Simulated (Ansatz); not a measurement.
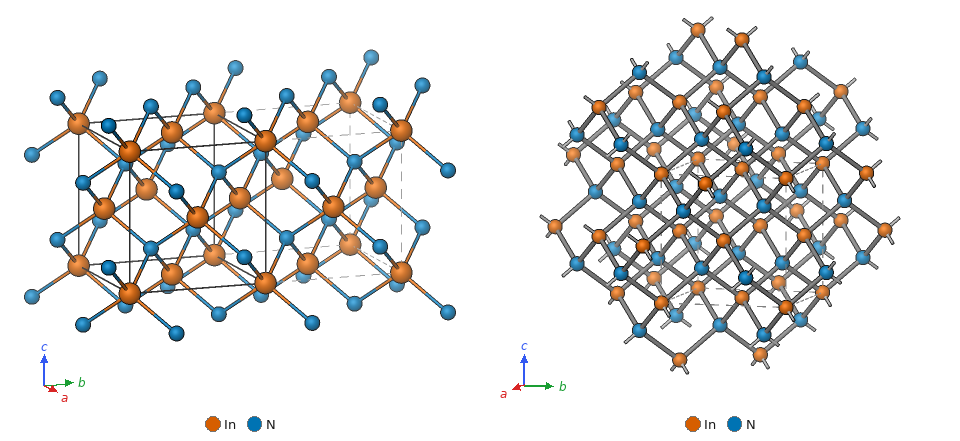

Left: the structure. Right: its underlying net. Nodes are coloured by element. Edges to nodes outside the piece are drawn as stubs.

InN (space group F-43m, No. 216). Coordinates: the input geometry of an electronic-structure calculation (not necessarily at equilibrium).

Bonds are taken as In–N below 2.4 Å. Atoms with one bond or none are removed and atoms with two bonds are replaced by edges, until no such atom is left.

The result is a uninodal 4-connected, three-periodic net: In and N are 4-connected nodes. It is the dia net, known from diamond, zinc blende and cristobalite. It is a single net, without interpenetration.

| node | links | point symbol | coordination sequence |
| --- | --- | --- | --- |
| In and N | 4 | 6⁶ | 4 12 24 42 64 92 124 162 204 252 |
